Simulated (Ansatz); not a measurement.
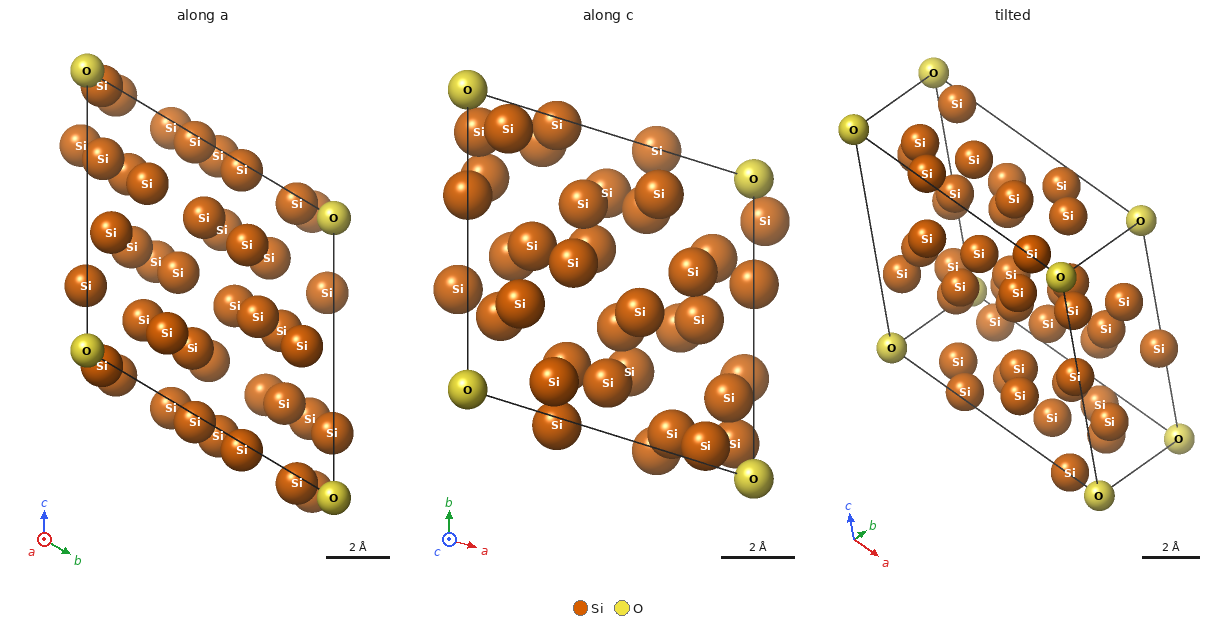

View along the a axis, along the c axis and slightly off an axis, drawn as a spheres-only model. One simulation cell is framed, with atoms on its boundary repeated. Cell: a = 9.220 Å, b = 9.220 Å, c = 9.992 Å, α = 116.09°, β = 116.09°, γ = 92.69°.

What structure is drawn here?

The solid is Si32O. Symmetry: P1 (translations only). Atoms per cell: 33 (32 Si, 1 O). The O atoms are each bonded to two Si at about 1.6 Å.

The model was built from a structure listed in the Materials Project, repeated into a supercell with a point defect put in. The cell was then strained or its atoms displaced on purpose. The atoms were relaxed in a fixed cell with Ansatz 0.2.0, DFT PBE, scalar-relativistic, plane waves, PAW.
